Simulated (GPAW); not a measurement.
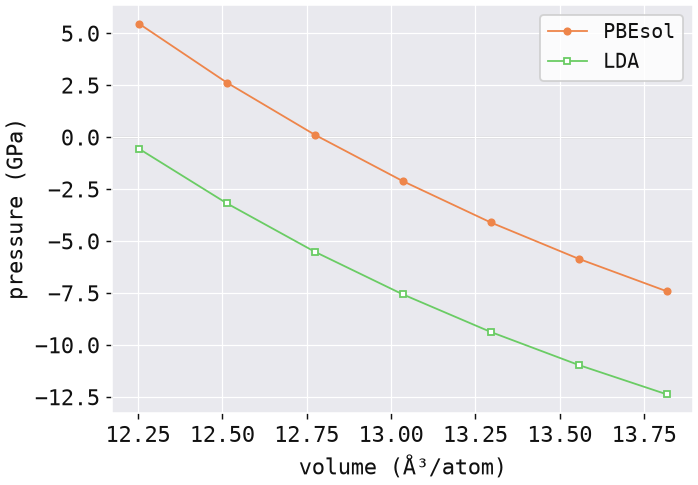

The figure shows the pressure against volume, with one curve for each functional, for CdF₂ (space group Fm-3m).

Calculation (GPAW 26.7.0): PAW DFT in plane waves, on a grid or in atomic orbitals, no spin polarisation; energies at scaled volumes of the given cell, shape and fractions fixed, counted from the fit's minimum, third-order Birch-Murnaghan fit. All runs: no spin polarisation.

| setting | value |
| --- | --- |
| k mesh | 9×9×9 |
| occupations | Fermi–Dirac |
| smearing width | 0.05 eV |
| wave cutoff | 800 eV |

Settings that differ: PBEsol: potentials PAW-data-sets-made-by gpaw-setup-for-the-functional; LDA: potentials GPAW-PAW-data-sets-(gpaw-data-1.2.1).

Order the curves by fitted equilibrium volume, smallest first.

LDA 12.378, PBEsol 12.972 Å³/atom.

Order the curves by fitted bulk modulus, smallest first.

PBEsol 109.7, LDA 130.4 GPa.

For PBEsol: what does the pressure do across the range?

It falls from 5.47 GPa at volume 12.25 Å³/atom to −7.41 GPa at 13.82 Å³/atom, and changes sign near 12.79 Å³/atom.

For LDA: what does the pressure do across the range?

It falls from −0.55 GPa at volume 12.25 Å³/atom to −12.37 GPa at 13.82 Å³/atom.
